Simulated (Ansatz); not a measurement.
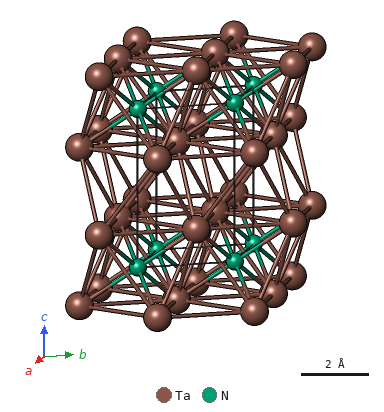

The crystal in a ball-and-stick representation, seen slightly off an axis. Atoms at the boundary of the conventional unit cell (the box) are drawn once for each face, edge or corner they touch. Bonds that leave the box are completed with the atoms at their other ends. Cell: a = 3.08 Å, b = 3.08 Å, c = 4.82 Å, α = 90.00°, β = 90.00°, γ = 120.00°.

Its origin is a structure listed in the Materials Project. Earlier steps of the study may have refined or changed the cell and positions. A calculation with Ansatz used it as input.

### Characterise what is shown.

The stoichiometry is Ta₂N. Space group: P-3m1 (No. 164). Lattice: primitive hexagonal. Cell content 2 Ta, 1 N; Z = 1. As the bonds are drawn, the neighbour counts come to Ta 15 and N 6.

Computational set-up: DFT PBEsol, scalar-relativistic, plane waves, PAW in Ansatz, wavefunction cutoff 420 eV, an 18×18×10 k-point grid, Gaussian smearing of 0.1 eV, no spin polarisation.

### What does the calculation say: metal or gapped?

A metal: bands cross the Fermi level.

### Predict the Bader charges.

Ta +0.88 e; N -1.77 e.

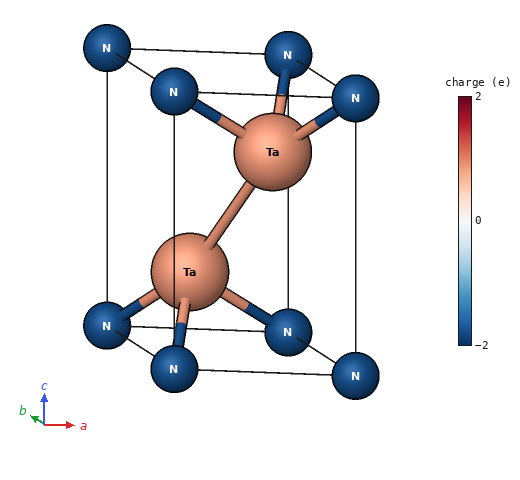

The atoms coloured by those charges. The run's cell of 3 atoms is drawn.

### Are forces and stress small enough to call this relaxed?

Yes. All forces vanish to within 0.01 eV/Å. The pressure is 0.0 GPa, close to zero.
